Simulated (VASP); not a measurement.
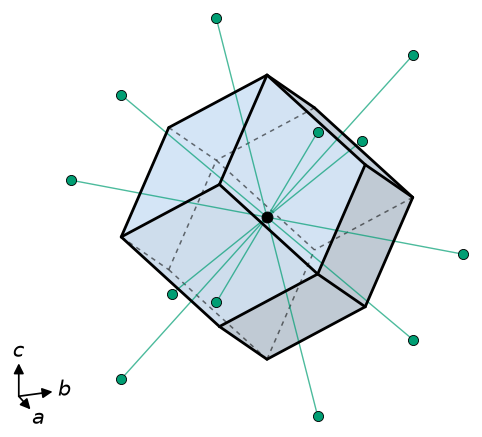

Crystal: Ti, the geometry relaxed with VASP Kohn-Sham DFT of a periodic cell, r2SCAN, VASP PAW PBE potentials, recommended in VASP 6.6.1. The Wigner–Seitz cell of the crystal's lattice, with lines to the lattice points that define its faces. All values are computed from the atomic coordinates in the standard setting (tolerance 0.002 Å).

a = 4.115 Å, b = 4.115 Å, c = 4.115 Å, α = 90.00°, β = 90.00°, γ = 90.00°; space group No. 225, Fm-3m.

**Which of Fedorov's five parallelohedra is it?**

A rhombic dodecahedron: 12 faces (12 with 4 edges), 24 edges, 14 vertices. Its volume is that of the primitive cell, 17.4 Å³.

**Which lattice vectors do the faces bisect?**

| example | length (Å) | faces | edges of each | area (Å²) |
| --- | --- | --- | --- | --- |
| 1/2 a + 1/2 b | 2.91 | 12 | 4 | 3.0 |
